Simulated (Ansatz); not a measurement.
# A hole started on one F atom in LiF (Fm-3m), part 2 of 2

Aim: find out whether an added hole stays on one F atom in LiF (Fm-3m) by distorting the lattice there, how its energy compares with the band edge, and how the answer depends on the level of theory. The model is a cell of 128 host atoms.

Ansatz 0.2.0; plane-wave PAW DFT, PBE0; relaxation of all atoms of a supercell at fixed charge in a uniform background; PAW set soft_1.

So far. Step 2 (Relaxation with the hole, PBE0): Largest moments: 0.47 μB on F52, 0.47 μB on F20 and 0.00 μB on F116. The sizes of the moments in the atoms' spheres add to about 1.0 μB, shared by 2.2 atoms in effect, 98 % of it within 3.2 Å of the largest: the carrier is localised at or next to the trial site. Step 3 (The states that it is compared with): The hole binds F52 and F20 into a pair, 2.83 Å apart without it and 1.99 Å with it.

In doubt: the hybrid run may have settled on a false gap or state (in some of the runs), so the values of those runs are not to be relied on.

**4. States in the gap, PBE0**

Level of this step: plane-wave PAW DFT, PBE0; single point of a supercell at fixed charge in a uniform background; PAW set soft_1 (Ansatz).

A single point on the relaxed atoms asks for the levels and how far each is spread.

Contents of qp1_M1_trap.hyb/input.yaml:

```yaml
crystal:
  checkpoint: "../qp1_M1_trap.hrelax.run"
  host: checkpoint
total_charge: 1
basis:
  ecutwfc: 420
  xc_grid: 2
hamiltonian:
  xc: pbe0
  pseudopotentials: { kind: paw, azcp: { folder: soft_1 } }
kpoints:
  mp_grid: { grid: [1, 1, 1] }
magnetization:
  spin_polarized: true
  initial_magnetization: 1
  spin_locking: { lock_magnetization: hard }
scf:
  occupations: { method: fixed }
  max_iter: 80
output:
  forces: true
  charged_corrections:
    epsilon: 2.09
    static_epsilon: 9.46
    defect_position: [0.375, 0.625, 0.375]
  eigenvalues: true
  eigenstates: { localisation: true }
  efg: {}
checkpoint:
  read: "../qp1_M1_trap.hrelax.run"
  write: "../qp1_M1_trap.hyb.run"
  compress: false
  write_wavefunctions: true
  write_every: 100000
```

Run with:

```console
$ ansatz run input.yaml --threads 32 --pin off --max-ram 84787MiB --backend cuda --events-out ev --progress --plain --runs-dir out --max-vram 78GiB
```

Numbers of over 12 decimals in the logs are rounded to 6 here.

The log of the run:

```text
[...]
crystal.checkpoint: the structure is that of <dir>, a `relax` run, at its step 13: its result, under pbe0 at a charge of 1 e; 128 atoms read, 1 with a starting moment; crystal.structure_sha256 for this input is
[...]
Crystal: 128 atoms, lattice volume = 1029.067 Å³
Basis set: ecut = 420 eV, 20107 PW (Γ), exchange–correlation on 160×160×160 points (8 copies of the dense FFT grid, shifted against one another)
Bands: 448, of which v1, the nominal top of the filled ones, is band 320 counted from 1 (319 counted from 0)
Symmetry: 1 space group operations
[...]
k-points: 1
[...]
Stability of the state it starts from, as read at its close in the collinear treatment: not read, because the functional holds exact exchange (a hybrid, or Hartree-Fock), whose exchange loop this test does not read (fock_operator); its run was given moments
[...]
Frozen-core exchange: fock
[...]
SCF iter   2: F=-65040.506889 eV  HF=-65040.506889 eV  |Δ(HF+E_count)|=  3.64e-10  Δρ=2.02e-7 (↑1.80e-7 ↓2.02e-7)  dr2=5.66e-10  dr2_m=2.08e-11  M=1.000 μB ∫|m|=1.122 μB sched 1.00e-12)  Hψ=2000
SCF 1 converged in 2 iterations: F = -65040.506889 eV  dr2 = 5.66e-10
[...]
hybrid outer 1: dexx = +1.683e-10 eV, tail = 1.31e-9 eV
[...]
SCF 2 converged in 2 iterations: F = -65040.506889 eV  dr2 = 1.59e-10
[...]
hybrid outer 2: dexx = +1.455e-11 eV, tail = 3.96e-10 eV, first dr2_mag = 5.81e-11 eV (risen), Δε = 1.99e-6 eV (about 5.07e-6 eV left of the loop's levels), ΔF = 2.32e-5 eV/Å (tail 3.07e-4)
[...]
SCF 3 converged in 2 iterations: F = -65040.506889 eV  dr2 = 6.05e-11
[...]
this state was not tested for a lower state beside it, because the functional holds exact exchange (a hybrid, or Hartree-Fock), whose exchange loop this test does not read (fock_operator); [...]
[...]
Magnetization: 1.0000 μB (320.0000 up, 319.0000 down)
Absolute magnetization: 1.1247 μB (∫|ρ↑−ρ↓|, with the PAW one-centre terms)
[...]
Per-site moments (μB) at R_I (Å): [(-1.6625792383898156e-6, 0.816225), (-8.60107692214737e-7, 0.823596), (-7.260401277185357e-6, 0.818631), [... 6 left out ...]
Free energy (F): -65040.506889 eV
[...]
Internal energy: -65040.506889 eV  (E = F + TS)
E sigma→0 (E₀):  -65040.506889 eV
Fermi energy:    -1.032389 (↑ -1.033541, ↓ -1.032389) eV
[...]
--- Forces (eV/Å), atoms counted from 1 ---
  atom   1  Li     0.00069024     0.00252089     0.00076057
  atom   2  F      0.00093057     0.00103895    -0.00097494
  [... 4 atoms left out ...]
  [... 122 more lines of this table ...]
  max |Σ_I F_I| component: 1.39e-5 eV/Å
--- PAW observables at the nuclei: V_zz in 10²¹ V/m², potentials from the cell's mean, atoms counted from 1 ---
  [...]
--- Charged-cell corrections in eV (Makov–Payne, q = +1.000 e, ε = 2.090 of the electrons, 9.460 with the ions) ---
[...]
E_corr1          = +0.985524  (monopole, q²α_M/2εL)
  F Makov-Payne    = n/a  (the rows are of the electrons' constant alone; ansatz place-levels tells what screens the charge)
[...]
--- Band table (eV) ---
[...]
```

Wall time 16 s (1 × NVIDIA GB200 with 32 threads of Arm Neoverse V2, shared host); peak memory 2.3 GiB; 2.3 min of CPU time.

The column dr2 measures how far the density is from self-consistency, as an energy; F and HF (Harris–Foulkes) agree once it is small.

States next to the filling edge at the first k-point, on the run's own zero (eigenstates.tsv). The participation number counts the atoms that a state is spread over, of 128; bands count from 0.

```csv
spin,band,energy (eV),occupation,participation,largest share on,share
down,313,-1.131,1.00,30.9,F42,0.06
down,314,-1.128,1.00,30.6,F36,0.06
down,315,-1.118,1.00,34.8,F106,0.04
down,316,-1.042,1.00,55.4,F72,0.03
down,317,-1.034,1.00,56.8,F104,0.03
down,318,-1.032,1.00,60.2,F104,0.03
down,319,2.070,0.00,2.3,F20,0.46
down,320,11.181,0.00,104.2,F20,0.02
down,321,12.269,0.00,67.4,F20,0.05
down,322,12.289,0.00,52.8,F52,0.05
down,323,12.583,0.00,85.4,F26,0.03
up,314,-1.132,1.00,30.7,F42,0.06
up,315,-1.129,1.00,31.0,F36,0.05
up,316,-1.118,1.00,34.8,F106,0.04
up,317,-1.041,1.00,56.5,F72,0.03
up,318,-1.035,1.00,55.7,F104,0.03
up,319,-1.034,1.00,59.8,F104,0.03
up,320,11.151,0.00,96.9,F20,0.03
up,321,12.136,0.00,42.8,F20,0.06
up,322,12.212,0.00,66.9,F52,0.05
up,323,12.580,0.00,84.8,F26,0.03
up,324,12.581,0.00,75.3,Li123,0.03
```

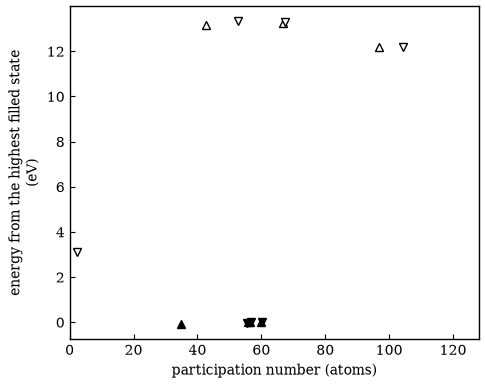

States next to the filling edge at the first k-point: energy against spread. Filled marks are occupied, open marks empty; triangles up and down are the spins.

Under PBE0 at the zone centre alone, the highest filled state is spin down, spread over 60 of 128 atoms, and the lowest empty one, 3.10 eV above it, is spin down, spread over 2 of 128 atoms.

The largest moments in the atoms' spheres: F20 0.47, F52 0.47, F84 0.00, F116 0.00, F118 0.00, F18 0.00 μB.

Isotropic hyperfine couplings from the contact spin densities (Fermi contact term with core polarisation, no dipolar part), the largest:

```csv
atom,isotope,distance from the centre (Å),contact spin density (e/Å³),A (MHz)
F52,19F,0.42,0.771,480.9
F20,19F,2.41,0.771,480.7
F50,19F,2.88,-0.0125,-7.8
F44,19F,2.88,-0.0125,-7.8
F28,19F,2.88,-0.0125,-7.8
F22,19F,2.88,-0.0125,-7.8
Li59,7Li,2.20,-0.0179,-4.6
Li53,7Li,2.20,-0.0179,-4.6
F84,19F,2.77,0.00419,2.6
F116,19F,5.61,0.00410,2.6
```

Uncorrected and at zero smearing, the relaxed cell lies 0.69 eV below the carrier in the undistorted cell.

This is not yet the binding energy: the image correction is missing, and with exact exchange at one k-point the spread carrier of the reference is itself shifted by a finite-cell term.

**5. Placing the level against the band edges**

A charged cell interacts with its images and has another zero of potential than the host, so place-levels corrects and aligns it with a run of the defect-free crystal.

Contents of levels.hyb.yaml:

```yaml
host:
  run: host.hyb.run
states: [qp1_M1_trap.hyb.run, q0_ideal.hyb.run]
geometry_from:
  qp1_M1_trap.hyb.run: qp1_M1_trap.hrelax.run
  q0_ideal.hyb.run: q0_ideal.hrelax.run
chemical_potentials: {}
```

Run with:

```console
$ ansatz place-levels levels.hyb.yaml -- --threads 32 --pin off --max-ram 84787MiB --backend cuda --max-vram 78GiB
```

The log of the run:

```text
(+1/0) 0.628 eV above the valence edge, 11.688 eV under the conduction edge
formation energy of charge +1: -0.628 eV with the Fermi level at the valence edge
formation energy of charge 0: -0.000 eV with the Fermi level at the valence edge
  edges by pbe0, gap 12.315 eV; the host is sampled to repeats of 11.33 Å
  the defect's cells are sampled to repeats of 11.33 Å, like sampling
  charge +1: -65040.2992 eV with its correction of +0.208 eV, at epsilon 9.46, aligned at sites: -0.0101 eV, mean over 47 atomic sites at or beyond 5.67 Å from the defect at [0.3750, 0.6250, 0.3750], with -0.000000 for the charge's moments and without [...]
  charge +1: by its spins about the atoms it stands at 0.250 0.625 0.375, with an rms radius of about 1.6 Å (1.2 0.8 0.8 Å across the planes of the cell's vectors)
  charge 0: +0.000 eV for its dipole among its images, +0.000 omitted
  of the host: (host) hybrid's levels can ripple along a path where its exchange mesh is coarse, and an extremum then takes the crest, of which none of its warnings tells: converge the edges in the exchange mesh (kpoints.mp_grid)
  of states[0] (qp1_M1_trap.hyb.run): its only k-point is the zone centre, where a defect's energies can be off by tenths of an eV or more: see "From the zone centre to a mesh" in the quickstart; [...]
  of states[1] (q0_ideal.hyb.run): its only k-point is the zone centre, where a defect's energies can be off by tenths of an eV or more: see "From the zone centre to a mesh" in the quickstart
```

Run time: 0.21 s. Hardware: 32 threads.

Counted from the neutral cell, this state lies 0.63 eV below a free hole at the valence top.

**6. Koopmans check**

With the atoms held, the hole is filled again. If the energy is linear in the filling of the trapped state, its one-particle level equals the difference of the two total energies; the miss tells whether the cure for self-interaction is too weak or too strong.

Contents of vertical.hyb.yaml:

```yaml
host:
  run: host.hyb.run
states: [qp1_M1_trap.hyb.run, q0_ideal.hyb.run]
geometry_from:
  qp1_M1_trap.hyb.run: qp1_M1_trap.hrelax.run
  q0_ideal.hyb.run: q0_ideal.hrelax.run
  qp1_M1_trap.hyb.at_q0.run: qp1_M1_trap.hrelax.run
chemical_potentials: {}
epsilon: 2.09
static_epsilon: 9.46
vertical:
  - { from: qp1_M1_trap.hyb.run, to: qp1_M1_trap.hyb.at_q0.run, alignment: { sites: { defect_position: [0.375, 0.625, 0.375] } } }
```

Run with:

```console
$ ansatz place-levels vertical.hyb.yaml -- --threads 32 --pin off --max-ram 84787MiB --backend cuda --max-vram 78GiB
```

The log of the run:

```text
[...]
(+1/0) 0.628 eV above the valence edge, 11.688 eV under the conduction edge
formation energy of charge +1: -0.628 eV with the Fermi level at the valence edge
formation energy of charge 0: -0.000 eV with the Fermi level at the valence edge
vertical +1 to 0: -8.269 eV against the conduction edge, +4.046 eV against the valence edge
  from vertical[0].from (qp1_M1_trap.hyb.run) to vertical[0].to (qp1_M1_trap.hyb.at_q0.run): correction +0.568 eV (with +0.026 eV of the moments' energy among images, +0.000 omitted), at epsilon 2.09, the first's at 9.46; [...]
  one-particle level at charge +1: +2.698 eV over the valence edge, correction -0.420 eV
  of that level: its mesh has one k-point along a cell vector, or a list of points, so that it can be tenths of an eV off: output.eigenstates.nscf_kmesh removes part of the error, and two divisions an axis in kpoints.mp_grid remove most of it
  one-particle level at charge 0: +5.340 eV over the valence edge, correction +1.556 eV
[...]
edges by pbe0, gap 12.315 eV; the host is sampled to repeats of 11.33 Å
  the defect's cells are sampled to repeats of 11.33 Å, like sampling
[...]
charge +1: by its potential at epsilon 2.09 it stands at 0.250 0.625 0.375, with an rms radius of about 0.9 Å (0.9 0.0 0.0 Å across the planes of the cell's vectors)
  charge 0: +0.000 eV for its dipole among its images, +0.000 omitted
[...]
of vertical[0].from (qp1_M1_trap.hyb.run): its only k-point is the zone centre, where a defect's energies can be off by tenths of an eV or more: see "From the zone centre to a mesh" in the quickstart; [...]
  of vertical[0].to (qp1_M1_trap.hyb.at_q0.run): its only k-point is the zone centre, where a defect's energies can be off by tenths of an eV or more: see "From the zone centre to a mesh" in the quickstart; [...]
```

Elapsed: 0.42 s, on 32 threads.

For the trial state:

```csv
vertical level from total energies (eV),its correction (eV),one-particle level at charge +1 (eV),at charge 0 (eV)
4.05,0.57,2.70,5.34
```

All above the valence top and corrected for the images. The level at charge +1 misses the vertical level by 1.35 eV.

**7. Relaxing again with PBEsol**

The relaxed structure is now handed to a plain semilocal functional and relaxed again, to see what is left without exact exchange or U. The start is the structure of PBE0.

Contents of qp1_M1_trap.semirelax/input.yaml:

```yaml
crystal:
  checkpoint: "../qp1_M1_trap.hrelax.run"
  host: checkpoint
total_charge: 1
basis:
  ecutwfc: 420
  xc_grid: 2
hamiltonian:
  xc: pbesol
  pseudopotentials: { kind: paw, azcp: { folder: soft_1 }, xc_functional: pbe }
kpoints:
  mp_grid: { grid: [1, 1, 1] }
magnetization:
  spin_polarized: true
  initial_magnetization: 1
  spin_locking: { lock_magnetization: hard }
scf:
  occupations: { method: fermi_dirac, width: 0.01 }
  max_iter: 80
output:
  forces: true
  charged_corrections:
    epsilon: 2.09
    static_epsilon: 9.46
    defect_position: [0.375, 0.625, 0.375]
relax:
  f_tol: 0.02
  max_steps: 60
  escape_saddle: false
checkpoint:
  read: "../qp1_M1_trap.hrelax.run"
  write: "../qp1_M1_trap.semirelax.run"
  compress: false
  write_wavefunctions: true
  write_every: 100000
```

Run with:

```console
$ ansatz run input.yaml --threads 32 --pin off --max-ram 84787MiB --backend cuda --events-out ev --progress --plain --runs-dir out --max-vram 78GiB
```

Wall time 6.2 s (1 × NVIDIA GB200 with 32 threads); peak memory 1.7 GiB.

The relaxation took 6 steps and gained 0.74 eV.

From the single point at the end of this step. The sizes of the moments in the atoms' spheres add to about 1.0 μB, shared by more than 30 atoms in effect: the carrier has spread out.

No level is given here: the program refused to align this charged cell with the host.

**8. All levels of theory side by side**

```csv
level of theory,atoms,gap (eV),atoms that share the moment,localised,energy against the free hole (eV),Koopmans miss (eV),time for the trial state
PBE0 †,relaxed,12.32,2.2,yes,-0.63,-1.35,3.2 min
PBEsol,relaxed,-,more than 30,no,-,-,9.4 s
```

† Here the hybrid relaxation or its single point carries a warning about the state that it reached (a narrow gap in its semilocal warm-up or between frontier levels), so a lower state with the carrier may exist.

**9. Results**

* carrier localised (PBEsol): no
* state found, lowest state in doubt (PBE0): localised

In words: With PBE0 the hole is localised, shared by F52 and F20, and lies 0.63 eV below the free carrier: a stable small polaron at this level. The hybrid relaxation or its single point carries a warning about the state that it reached (a narrow gap in its semilocal warm-up or between frontier levels), so a lower state with the carrier may exist; the numbers describe the state found. The hole binds F52 and F20 into a pair, 2.83 Å apart without it and 1.99 Å with it (PBE0). The answer hangs on the method: localised after relaxing with PBE0, spread with PBEsol. Semilocal functionals favour spread carriers, so their answer alone decides nothing. PBE0, the one setting checked, misses the Koopmans condition by 1.35 eV, in the direction of too weak a cure for self-interaction, so trapping is likely understated there. A relaxation step took 13 s with PBE0 and 1 s with PBEsol. The point with the carrier in the undistorted cell ran without the search for lower states. One trial site was relaxed, so another site or form can lie lower. What this leaves open: sampling at the zone centre alone can move energies of charged and open-shell states by tenths of an eV or more in cells of this size.

[Logs are printed without paths, hosts, clocks, repeated set-up lines and the standing remarks that a program may print on its own settings, such as how far it seeks lower states.]

[Hosts, paths, dates, database ids (printed as entryN), source tags and the programs' standing remarks are cut or masked in the printed files.]

[For some hosts the program warned that the k-mesh of the response run may be too coarse for force constants and the static dielectric constant; such warnings are not shown here.]
